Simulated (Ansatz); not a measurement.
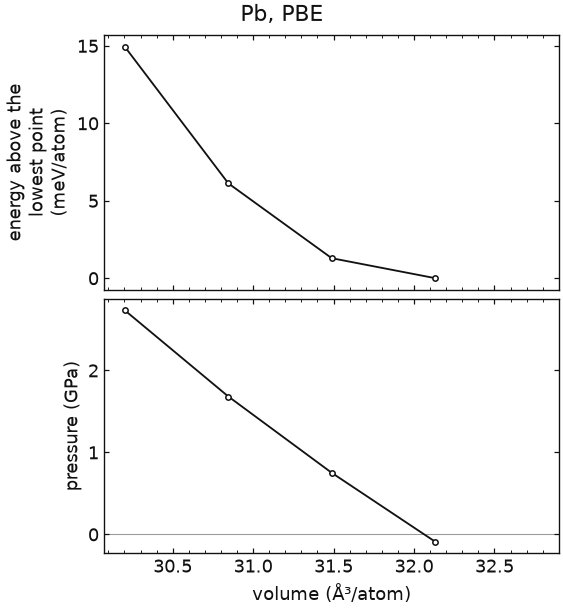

Plotted: energy above the lowest point and pressure against volume for Pb, space group Fm-3m (No. 225) (one of a set of cubic test structures, which need not be the stable phase).

Computed with Ansatz 0.2.0 development build: equation of state of a cubic crystal from periodic Kohn-Sham density functional theory without spin, third-order Birch-Murnaghan fit to the free energies; pressure corrected for the finite basis. Level: PBE, no spin-orbit coupling.

structure type fcc; atoms in cell 1; space group number 225; lattice centring face-centred primitive; k mesh 19×19×19; occupation method Fermi–Dirac; occupation width 0.06123 eV; wave cutoff 580 eV; datasets hand-made PAW; density tolerance 1e−09 eV; bands 15; density cutoff ratio 4; search for lower states default.

The point at volume 32.77 Å³/atom is left out of the plot. What does the calculation give there?

```
volume (Å³/atom)  energy above the lowest point (meV/atom)  pressure (GPa)
           32.77                                       1.9          -0.830
```

Caveats: no spin-orbit coupling with 6p elements.
